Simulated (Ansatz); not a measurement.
# Geometry relaxation of W (part 2 of 3)

W (slab, 16 atoms in the cell); DFT PBE+D3(BJ), scalar-relativistic, plane waves, PAW, no spin polarisation (Ansatz 0.2.0); cutoff 420 eV, 3×3×1 k-mesh, Gaussian smearing of 0.1 eV. The structure derives from an entry of the Crystallography Open Database. The input holds or restrains some coordinates. Forces given for the steps count only the free coordinates. It belongs to a series of runs on one base structure; here: clean slab, lower planes held.

Geometry of the input (Å; fractional positions):
```
6.3187  0.0000  0.0000
0.0000  6.3187  0.0000
0.0000  0.0000  20.7391
W  0.2500  0.7500  0.3857
W  0.2500  0.2500  0.3857
W  0.7500  0.7500  0.3857
W  0.7500  0.2500  0.3857
W  0.5000  0.5000  0.4619
W  0.5000  0.0000  0.4619
W  0.0000  0.5000  0.4619
W  0.0000  0.0000  0.4619
W  0.7500  0.2500  0.5381
W  0.7500  0.7500  0.5381
W  0.2500  0.2500  0.5381
W  0.2500  0.7500  0.5381
W  0.0000  0.0000  0.6143
W  0.0000  0.5000  0.6143
W  0.5000  0.0000  0.6143
W  0.5000  0.5000  0.6143
```

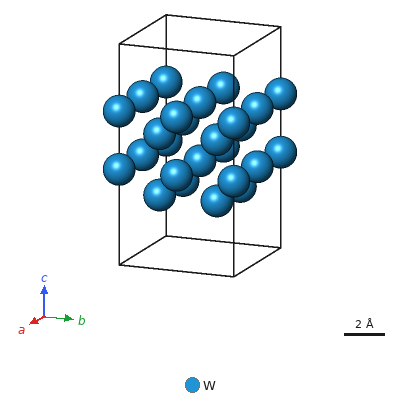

The geometry at step 5 of the log (spheres-only view of the cell of the calculation, with the vacuum cut short, seen slightly off an axis).

What the program printed, continued:
```
SCF iter   1: F=—  HF=-166143.210713 eV  |F-HF|=—  |Δ(HF+E_count)|=         —  Δρ=6.99e-4  dr2=1.03e-2  ethr=2.16e-5  p=0.032 e·Å  D=6.95e-3 V/Å  ΔV_dip=-0.14 eV  dr2_dipole=1.20e-4  V_vac-E_F(+/−)=4.01/4.15 eV  ⟨swp⟩=2.0  Hψ=662  notcnv=0  defer=26
efield: sawtooth ramp at fractional position 0.9800 (handed on by an earlier solve), width 0.0400; the density the first Hamiltonian is built on has a dipole p = 0.032 e·Å; the dipole correction subtracts the counter field D = 6.95e-3 V/Å, which shifts the + side's vacuum level by -0.14 eV against the − side's; the planar-averaged density in the ramp window peaks in size at 1.2e-6 e/Å³
preconditioner: auto → LDOS  [insulator: Δε(μ)=0.127 eV  Ē_g=4.052 eV  σ=0.100 eV  W_gap=0.62  n_scr=138 (ndim 8)  ℏωp=12.6 eV  f_vac=0.584  D(μ)=12.16/eV (n_scr^D=66)  ε∞_Penn≈10.7  β→1.0]
SCF iter   2: F=—  HF=-166143.211133 eV  |F-HF|=—  |Δ(HF+E_count)|=   4.19e-4  Δρ=6.42e-4  dr2=1.76e-2  ethr=4.59e-6  p=0.028 e·Å  D=6.02e-3 V/Å  ΔV_dip=-0.12 eV  dr2_dipole=9.81e-4  V_vac-E_F(+/−)=4.03/4.16 eV  ⟨swp⟩=2.7  Hψ=617  notcnv=0  defer=26
SCF iter   3: F=—  HF=-166143.209667 eV  |F-HF|=—  |Δ(HF+E_count)|=   1.47e-3  Δρ=1.47e-4  dr2=6.72e-4  ethr=4.59e-6  p=0.030 e·Å  D=6.64e-3 V/Å  ΔV_dip=-0.14 eV  dr2_dipole=8.99e-7  V_vac-E_F(+/−)=4.02/4.16 eV  ⟨swp⟩=2.0  Hψ=506  notcnv=0  defer=26
SCF iter   4: F=—  HF=-166143.209715 eV  |F-HF|=—  |Δ(HF+E_count)|=   4.79e-5  Δρ=4.38e-5  dr2=5.52e-5  ethr=3.00e-7  p=0.031 e·Å  D=6.67e-3 V/Å  ΔV_dip=-0.14 eV  dr2_dipole=6.63e-7  V_vac-E_F(+/−)=4.02/4.16 eV  ⟨swp⟩=3.0  Hψ=565  notcnv=0  defer=26
SCF iter   5: F=—  HF=-166143.209712 eV  |F-HF|=—  |Δ(HF+E_count)|=   3.52e-6  Δρ=1.27e-5  dr2=2.92e-6  ethr=2.46e-8  p=0.031 e·Å  D=6.67e-3 V/Å  ΔV_dip=-0.14 eV  dr2_dipole=7.58e-7  V_vac-E_F(+/−)=4.02/4.16 eV  ⟨swp⟩=2.7  Hψ=569  notcnv=0  defer=26
SCF iter   6: F=-166143.209712 eV  HF=-166143.209713 eV  |F-HF|=5.43e-7  |Δ(HF+E_count)|=   8.24e-7  Δρ=4.67e-6  dr2=9.54e-7  ethr=7.37e-10  p=0.031 e·Å  D=6.69e-3 V/Å  ΔV_dip=-0.14 eV  dr2_dipole=5.97e-8  V_vac-E_F(+/−)=4.02/4.16 eV  ⟨swp⟩=21.0  Hψ=3894  notcnv=0
SCF 4 converged in 6 iterations: F = -166143.209712 eV  dr2 = 9.54e-7
relax step   4: F+E_penalty+E_count = -166143.20971214 eV  Δ(F+E_penalty+E_count) = -4.655e-3 eV  max|allowed force component| = 3.376e-2 eV/Å  Δτ_max = 0.0111 Å  (6 SCF iters, dr2 threshold 1.65e-6 eV, accepted)
SCF iter   1: F=—  HF=-166143.209942 eV  |F-HF|=—  |Δ(HF+E_count)|=         —  Δρ=3.13e-4  dr2=5.30e-3  ethr=6.21e-6  p=0.031 e·Å  D=6.69e-3 V/Å  ΔV_dip=-0.14 eV  dr2_dipole=1.28e-3  V_vac-E_F(+/−)=4.02/4.15 eV  ⟨swp⟩=2.0  Hψ=635  notcnv=0  defer=2
efield: sawtooth ramp at fractional position 0.9800 (handed on by an earlier solve), width 0.0400; the density the first Hamiltonian is built on has a dipole p = 0.031 e·Å; the dipole correction subtracts the counter field D = 6.69e-3 V/Å, which shifts the + side's vacuum level by -0.14 eV against the − side's; the planar-averaged density in the ramp window peaks in size at 1.1e-6 e/Å³
preconditioner: auto → LDOS  [insulator: Δε(μ)=0.124 eV  Ē_g=4.057 eV  σ=0.100 eV  W_gap=0.61  n_scr=138 (ndim 8)  ℏωp=12.6 eV  f_vac=0.584  D(μ)=12.23/eV (n_scr^D=66)  ε∞_Penn≈10.7  β→1.0]
SCF iter   2: F=—  HF=-166143.210049 eV  |F-HF|=—  |Δ(HF+E_count)|=   1.07e-4  Δρ=2.81e-4  dr2=4.72e-3  ethr=2.37e-6  p=0.031 e·Å  D=6.84e-3 V/Å  ΔV_dip=-0.14 eV  dr2_dipole=1.58e-4  V_vac-E_F(+/−)=4.01/4.16 eV  ⟨swp⟩=2.0  Hψ=582  notcnv=0  defer=2
SCF iter   3: F=—  HF=-166143.209708 eV  |F-HF|=—  |Δ(HF+E_count)|=   3.42e-4  Δρ=3.34e-5  dr2=2.81e-5  ethr=2.11e-6  p=0.031 e·Å  D=6.75e-3 V/Å  ΔV_dip=-0.14 eV  dr2_dipole=1.48e-6  V_vac-E_F(+/−)=4.02/4.16 eV  ⟨swp⟩=2.0  Hψ=484  notcnv=0  defer=2
SCF iter   4: F=—  HF=-166143.209815 eV  |F-HF|=—  |Δ(HF+E_count)|=   1.07e-4  Δρ=1.55e-5  dr2=6.92e-6  ethr=1.25e-8  p=0.031 e·Å  D=6.72e-3 V/Å  ΔV_dip=-0.14 eV  dr2_dipole=7.83e-8  V_vac-E_F(+/−)=4.02/4.16 eV  ⟨swp⟩=3.0  Hψ=578  notcnv=0  defer=2
SCF iter   5: F=—  HF=-166143.209815 eV  |F-HF|=—  |Δ(HF+E_count)|=   1.57e-7  Δρ=4.81e-6  dr2=3.83e-7  ethr=3.09e-9  p=0.031 e·Å  D=6.71e-3 V/Å  ΔV_dip=-0.14 eV  dr2_dipole=9.62e-10  V_vac-E_F(+/−)=4.02/4.16 eV  ⟨swp⟩=2.0  Hψ=509  notcnv=0  defer=2
SCF iter   6: F=-166143.209815 eV  HF=-166143.209815 eV  |F-HF|=2.60e-8  |Δ(HF+E_count)|=   1.54e-7  Δρ=1.31e-6  dr2=4.53e-8  ethr=4.46e-11  p=0.031 e·Å  D=6.71e-3 V/Å  ΔV_dip=-0.14 eV  dr2_dipole=3.72e-9  V_vac-E_F(+/−)=4.02/4.16 eV  ⟨swp⟩=18.3  Hψ=3617  notcnv=0
SCF 5 converged in 6 iterations: F = -166143.209815 eV  dr2 = 4.53e-8
relax step   5: F+E_penalty+E_count = -166143.20981484 eV  Δ(F+E_penalty+E_count) = -1.027e-4 eV  max|allowed force component| = 1.302e-2 eV/Å  Δτ_max = 0.0038 Å  (6 SCF iters, accepted)
```

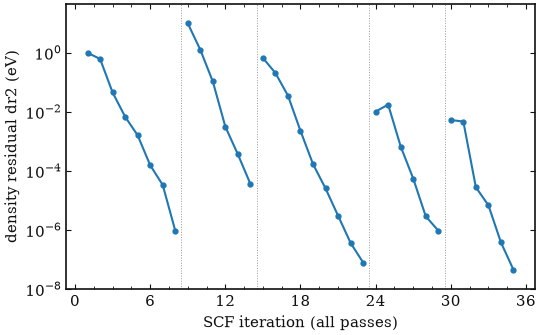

Convergence of the self-consistent field: density residual dr2 against the SCF iteration. The dotted lines part the SCF passes of the relaxation: geometry steps, rejected trials and re-solves on a re-selected basis. The 5 passes take 6 to 9 iterations each, 35 in all.

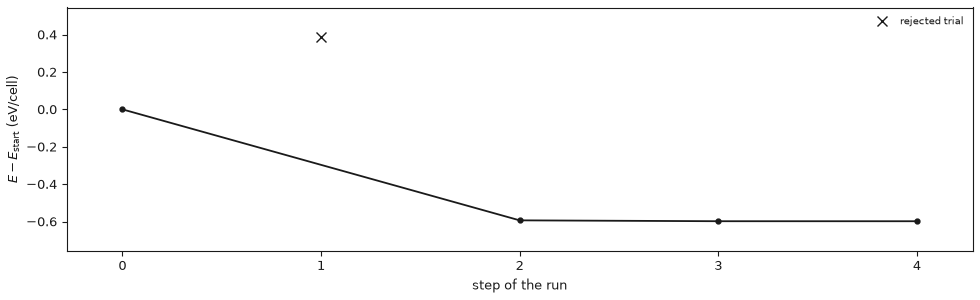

Progress of the restrained relaxation, step by step (the first geometry is step 0 here and step 1 in the log).

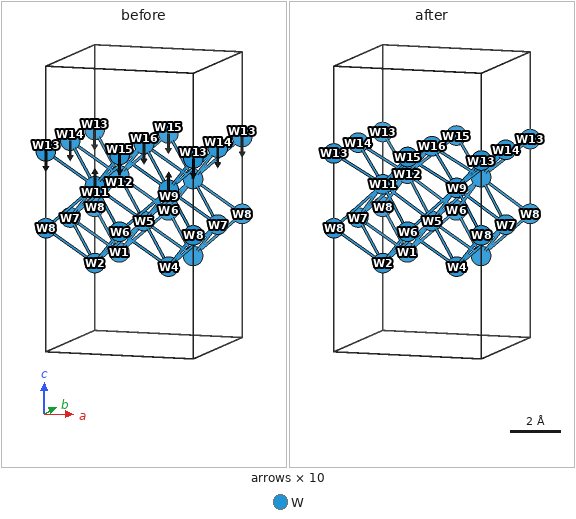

Before (left) and after (right) the restrained relaxation, at one scale (ball-and-stick view of the cell of the calculation, with the vacuum cut short, seen slightly off an axis). The black arrows give the displacements, magnified 10 times. The largest moves, 0.085 Å, are those of W13, W14, W15 and W16. The lattice vectors keep their values. Distances before and after: W10–W13 2.736 → 2.646 Å, W5–W10 2.736 → 2.781 Å. Among the angles that change: W9–W16–W12 109.5° → 115.2°, W9–W16–W10 70.5° → 73.3°. Over 4 geometry steps the energy falls by 0.599 eV per cell of the calculation. The largest force component goes from 2.1 to 0.013 eV/Å. The line search rejected the trial step at point 1 (counted from 0) and went back. (Atoms are counted from 1 in the order of the input.)

```
WARN: The output density's exchange-correlation potential varies sharply where the density is thin. Do not read a vacuum level from v_tot or v_xc, or from such a field of the output density. On a cell that repeats whose density bears no net charge and no dipole along the vacuum's axis use v_es (v_loc + v_h of the components); under efield.dipole_correction with no amplitude use v_es + v_field, which holds any external_charges[].barrier, or the levels of the report's work_function block, which leave it out; under a non-zero efield.amplitude the vacuum is tilted and has no level; on a cell that repeats and bears such a dipole with no correction it is tilted too, and efield.dipole_correction with no amplitude gives each side of its ramp a level where efield: is served; in a cell that repeats whose density bears a net charge (total_charge, or a fill off its count) it is curved and has none; of a slab under crystal.periodic whose density bears no net charge use v_es, which has a level on each side, short of where the two are joined; of another it falls or rises all the way out and has none; of a slab beside external_charges read slab_vacuum_level instead, which it has where they leave it neutral. The grid or the basis barely resolves most such structure, and the values can differ between equally converged runs; as a rule a tighter scf.convergence.dr2_threshold does not remove it. Where the density itself ripples (under the LDA too) a higher basis.ecutwfc lessens it. The files hold the spikes' plane waves up to the density's cutoff. Files: v_tot_of_output_density and the like, and their columns of v_z.tsv (output.write_potential); v_xc_of_output_density and the like, and their columns of v_comp_z.tsv (output.write_potential_components). Measured: with its Gaussian average of σ = 0.25 Å subtracted twice, the exchange-correlation potential is over 0.1 eV at 433 of the grid points where the equally averaged density (valence and model cores) is under 1e-3 e/Å³, and 0.228 eV at the most among them, at an averaged density of 4.5e-8 e/Å³. See output.write_potential in the manual, Limitations
SCF converged after 6 iterations
Free energy (F): -166143.209815 eV
Harris-Foulkes:  -166143.209815 eV  (|F-HF|=2.60e-8)
Internal energy: -166143.148887 eV  (E = F + TS)
E sigma→0 (E₀):  -166143.179351 eV
Entropy (-TS):   -0.060928 eV (-3.808 meV/atom)
Fermi energy:    4.120427 eV
Dipole field:    D = 0.006667 V/Å  (p = 0.030508 e·Å, saw-weighted, corrected)
Work function:   Φ+ = 4.0175 eV   Φ− = 4.1558 eV
Levels:          The Fermi level and band energies are counted from a zero that moves with the ramp; work functions are not
--- Per-component energies (eV) ---
  E_band       = -5326.951908
  E_kinetic    = 7157.478873
  E_local      = -203132.151862  (includes V_loc(G=0)·N_el)
  E_nonlocal   = 31.305159
  E_hartree    = 98200.043096
  E_xc         = -4241.873230
  E_vxc        = -3782.187192  (∫ρ·V_xc dr)
  E_paw        = -137002.252186  (= ΣΔE_a)
  E_vpaw       = -2001.461367  (= ΣTr[D̂ρ^β])
  E_aug_tail   = -0.000937  (compensation charges beyond the density's cutoff)
  E_efield     = 0.000102  (sawtooth field / dipole correction)
  E_vefield    = 0.003738  (∫n·V_field dr)
  E_ewald      = 72851.011604
  E_disp       = -6.709506  (pairwise vdW)
  E_smearing   = -0.060928  (= −TS)
  E_closure    = 0.000000  (closes the sum)
  Σ components = -166143.209815   (vs F -166143.209815, Δ=0.00e0)
--- Forces (eV/Å), atoms counted from 1 ---
  atom   1  W      0.00000000     0.00000000     1.82976846
  atom   2  W      0.00000000     0.00000000     1.82976846
  atom   3  W      0.00000000     0.00000000     1.82976846
  atom   4  W      0.00000000     0.00000000     1.82976846
  atom   5  W     -0.00000000     0.00000000    -1.84506366
  atom   6  W     -0.00000000     0.00000000    -1.84506366
  atom   7  W     -0.00000000     0.00000000    -1.84506366
  atom   8  W     -0.00000000     0.00000000    -1.84506366
  atom   9  W      0.00000000     0.00000000     0.01301810
  atom  10  W      0.00000000     0.00000000     0.01301810
  atom  11  W      0.00000000     0.00000000     0.01301810
  atom  12  W      0.00000000     0.00000000     0.01301810
  atom  13  W      0.00000000     0.00000000     0.00231744
  atom  14  W      0.00000000     0.00000000     0.00231744
  atom  15  W      0.00000000     0.00000000     0.00231744
  atom  16  W      0.00000000     0.00000000     0.00231744
  max |Σ_I F_I| component: 1.61e-4 eV/Å
--- Band table (eV) ---
  k-point 0: bands = ["-69.6640", "-69.5948", "-69.5948", "-69.5856", "-69.5782", "-69.5599", "-69.5599", "-69.5511", "-69.5184", "-69.5001", "-69.5001", "-69.4904", "-69.4672", "-69.4672", "-69.4580", "-69.3966", "-34.4675", "-34.4675", "-34.4652", "-34.4652", "-34.4265", "-34.4265", "-34.1642", "-34.1286", "-34.1286", "-34.1007", "-34.1007", "-34.0972", "-34.0972", "-34.0788", "-34.0688", "-34.0688", "-33.9126", "-33.9086", "-33.8518", "-33.8518", "-33.7981", "-33.7507", "-33.7475", "-33.7475", "-33.7313", "-33.6974", "-33.6974", "-33.6587", "-33.6587", "-33.6138", "-33.6138", "-33.6016", "-33.6016", "-33.5754", "-33.5754", "-33.5699", "-33.5699", "-33.4768", "-33.4768", "-33.4128", "-33.3606", "-33.3606", "-33.3037", "-33.3037", "-33.2779", "-33.2779", "-33.2650", "-33.2650", "-4.1969", "-1.8435", "-1.3774", "-1.3774", "-1.2663", "-1.2663", "-0.9269", "-0.8576", "-0.7807", "-0.5126", "0.0415", "0.0415", "0.1951", "0.1951", "0.2097", "0.6764", "0.9532", "0.9532", "1.3703", "1.3969", "1.4854", "1.4854", "1.6296", "1.6296", "1.7181", "1.7181", "1.8418", "1.8418", "1.8601", "1.8601", "2.8815", "2.8815", "3.3241", "3.3241", "3.4152", "3.4152", "3.4418", "3.5622", "3.5622", "3.6069", "3.7208", "3.7208", "3.7315", "3.8188", "3.8188", "3.9743", "3.9743", "4.0091", "4.4573", "4.4573", "5.0194", "5.0209", "5.0209", "5.3851", "5.3851", "5.6524", "5.6524", "5.7193", "5.7749", "5.7749", "5.9736", "5.9736", "6.1456", "6.1937", "6.7463", "6.7463", "6.7850", "6.7850", "6.8652", "6.8652", "6.9312"]
```
